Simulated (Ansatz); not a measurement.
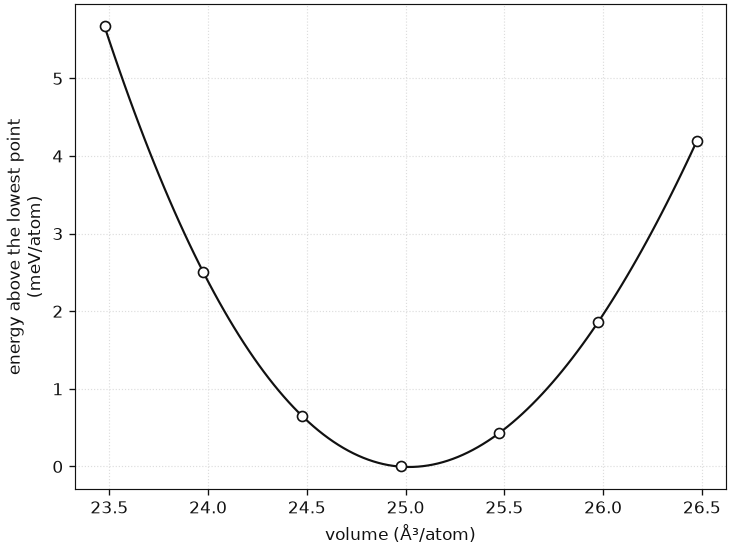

The figure shows the energy above the lowest point against volume.

Computed with Ansatz 0.2.0 development build: equation of state of a cubic crystal from periodic Kohn-Sham density functional theory without spin, third-order Birch-Murnaghan fit to the free energies; pressure corrected for the finite basis. Level: PBE.

For which of these solids was it computed?
A. CaO, Fm-3m (No. 225)
B. C, Fd-3m (No. 227)
C. Eu, Fm-3m (No. 225)

Answer. C, Eu: energy above the lowest point from 0.000 meV/atom to 5.669 meV/atom, V0 25.02 Å³/atom, B0 17.3 GPa. The others give: C, energy above the lowest point from 0.0 meV/atom to 30.1 meV/atom, V0 5.695 Å³/atom, B0 434 GPa; CaO, energy above the lowest point from 0.0 meV/atom to 18.5 meV/atom, V0 14.09 Å³/atom, B0 105 GPa.

For CaO, limits of the calculation: modest k-mesh, values are not fully converged in k.

For Eu, limits of the calculation: cubic model structure, not the ambient form; modest k-mesh, values are not fully converged in k; open f shell treated without spin.
